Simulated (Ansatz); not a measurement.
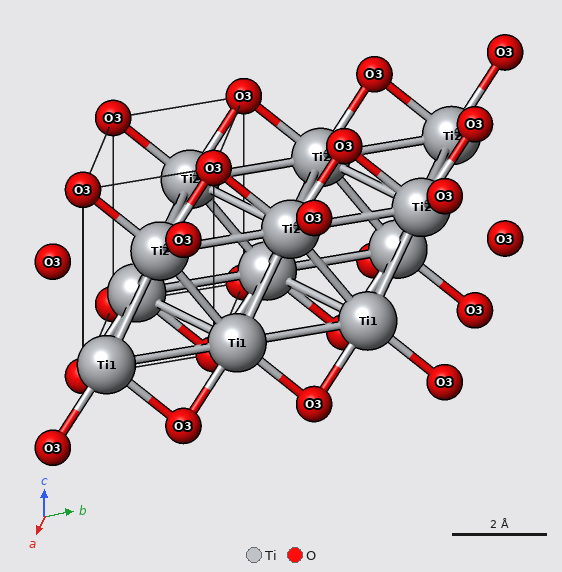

This is the input geometry for a relaxation of solid Ti2O (set up in P-3m1) (coarse preliminary run). A ball-and-stick model of the cell of the calculation, repeated 2 × 3 × 1 with one cell outlined, seen from a free direction.

All numbers below come from Ansatz 0.2.0, DFT r2SCAN, scalar-relativistic, plane waves, PAW.

Input file:
```yaml
crystal:
  lattice:
    - [2.9193980238, 0.0, 0.0]
    - [-1.4596990119, 2.5282728524, 0.0]
    - [0.0, 0.0, 4.713]
  atoms:
    - { symbol: Ti, position: [0.6666666667, 0.3333333333, 0.27874] }
    - { symbol: Ti, position: [0.3333333333, 0.6666666667, 0.72126] }
    - { symbol: O, position: [0.0, 0.0, 0.0] }
basis:
  ecutwfc: 500
kpoints:
  mp_grid: { grid: [6, 6, 4] }
hamiltonian:
  xc: r2scan
scf:
  occupations: { method: gaussian, width: 0.1 }
output:
  forces: true
  stress: true
  eigenvalues: true
relax:
  adjacent_minimum: "off"
  f_tol: 0.05
  max_steps: 80
  cell: { stress_tol: 0.5 }
```

Launched with:
```bash
ansatz run input.yaml --threads 2 --pin off --max-ram 5120MiB --backend cpu --events-out ev --progress --plain --runs-dir out
```

Where does the relaxation end?

The largest moves relative to the cell, 0.053 Å, are those of Ti1 and Ti2. Ti1 goes along −c. O stays in place. The volume changes by +4.4 %, with a = b 2.919 → 2.955 Å (+1.2 %), c 4.713 → 4.800 Å (+1.8 %). Near-neighbour distances that change, for instance: Ti1–Ti2 2.682 → 2.808 Å, Ti1–Ti2 (another image) 3.122 → 3.084 Å, Ti1–Ti1 2.919 → 2.955 Å. The space group stays P-3m1 (No. 164). Over 3 accepted moves (4 points after the start) the energy falls by 87.8 meV per cell of the calculation. Largest force component: 0.94 eV/Å at the start, 0.03 eV/Å at the end. Pressure: 9.10 GPa at the start and 0.24 GPa at the end. At 1 point the geometry stayed and the basis and grid were re-selected for the new cell (energy shift of 1.1 meV per cell of the calculation at most each time). Cost: 5.3 s on 2 threads of Oxide Virtual Turin-like Processor (Zen 5), on a shared host, peak memory 0.46 GiB.

The end point in the same view:

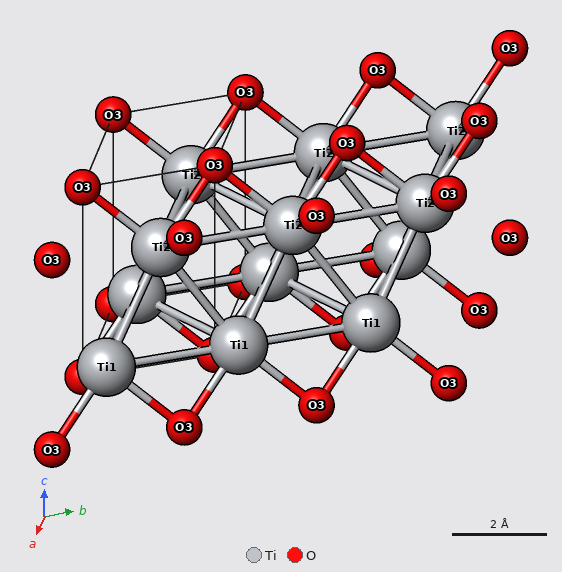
